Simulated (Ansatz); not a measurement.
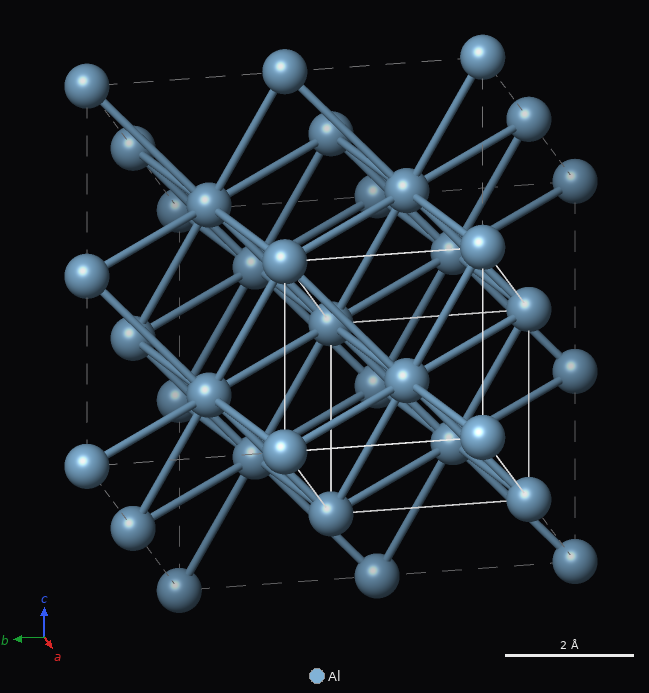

Crystal structure, ball-and-stick style, seen from a general direction. The drawn cell (a repeat of the simulation cell) (solid box) is repeated to 2×2×2 cells.

Al, a = 3.18 Å, b = 3.18 Å, c = 3.13 Å, α = 90.00°, β = 90.00°, γ = 90.00°.

Electronic-structure method: DFT r2SCAN, scalar-relativistic, plane waves, PAW in Ansatz. Parameters: plane waves up to 500 eV, k-points about 0.14 Å⁻¹ apart, Gaussian smearing of 0.15 eV, no spin polarisation.

Does it come out as a metal, or with a gap?

A metal: bands cross the Fermi level.

What is the computed pressure?

The computed pressure is 1.8 GPa (compressed: it would expand).

Provenance: a structure listed in the Materials Project. The cell was then strained or its atoms displaced on purpose. Ansatz was used for an electronic-structure calculation on it.
